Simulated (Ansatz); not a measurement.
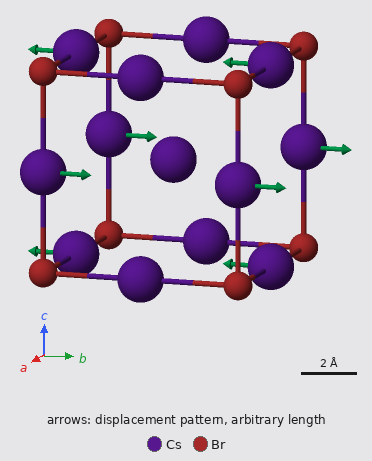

One vibrational mode of crystalline Cs4Br (a generated structure) at the zone centre. Displacements are drawn as green arrows; their common scale and sign are arbitrary. A ball-and-stick model of the cell of the calculation, seen slightly off an axis.

Computed with Ansatz 0.2.0, DFT PBE, scalar-relativistic, plane waves, PAW. Set-up: plane-wave cutoff 420 eV; k-point mesh 6 × 6 × 6; occupations fermi dirac; smearing width 0.15 eV; no spin polarisation.

The frequencies depend somewhat on the k-mesh and the smearing.

Q: Give the symmetry, activity and frequency of this mode.

A: This is the T₂u mode (triply degenerate; one member of the set is drawn) at 27 cm⁻¹, optical level 2 of 4, counted from below, silent by symmetry (neither infrared- nor Raman-active). The Cs (1b) and Br atoms stay at rest; all motion is along b; atoms of one kind move against one another, with no net shift of their sublattice; the Br–Cs bond lengths don't change to first order, so for these it is a bending, tilting or sliding motion.
